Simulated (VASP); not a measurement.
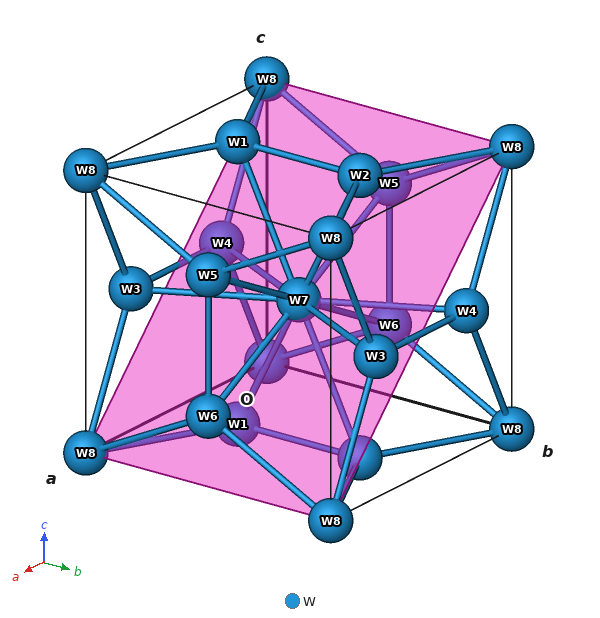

The shaded plane is a symmetry element of the crystal. Crystal: W, coordinates from a relaxation with VASP Kohn-Sham DFT of a periodic cell, r2SCAN, VASP PAW PBE potentials, recommended in VASP. The drawing is computed from the coordinates (standard cell, symmetry found to 0.002 Å).

a = 5.058 Å, b = 5.058 Å, c = 5.058 Å, α = 90.00°, β = 90.00°, γ = 90.00°.

| atom | x | y | z |
| --- | --- | --- | --- |
| W1 | 0.5000 | 0.2500 | 0.0000 |
| W2 | 0.5000 | 0.7500 | 0.0000 |
| W3 | 0.7500 | 0.0000 | 0.5000 |
| W4 | 0.2500 | 0.0000 | 0.5000 |
| W5 | 0.0000 | 0.5000 | 0.7500 |
| W6 | 0.0000 | 0.5000 | 0.2500 |
| W7 | 0.5000 | 0.5000 | 0.5000 |
| W8 | 0.0000 | 0.0000 | 0.0000 |

Is it a mirror or a glide plane, and what is the operation?

It is a glide plane with glide vector (1/2, 1/2, −1/2), parallel to (1 0 1), through (1/2, 1/2, 1/2): x, y, z → −z+3/2, y+1/2, −x+1/2.

Onto which atom does it carry each atom (up to whole multiples of a, b and c)?

W1 → W2, W2 → W1, W3 → W5, W4 → W6, W5 → W3, W6 → W4, W7 → W8, W8 → W7.

What is the crystal's space group?

No. 223, Pm-3n.
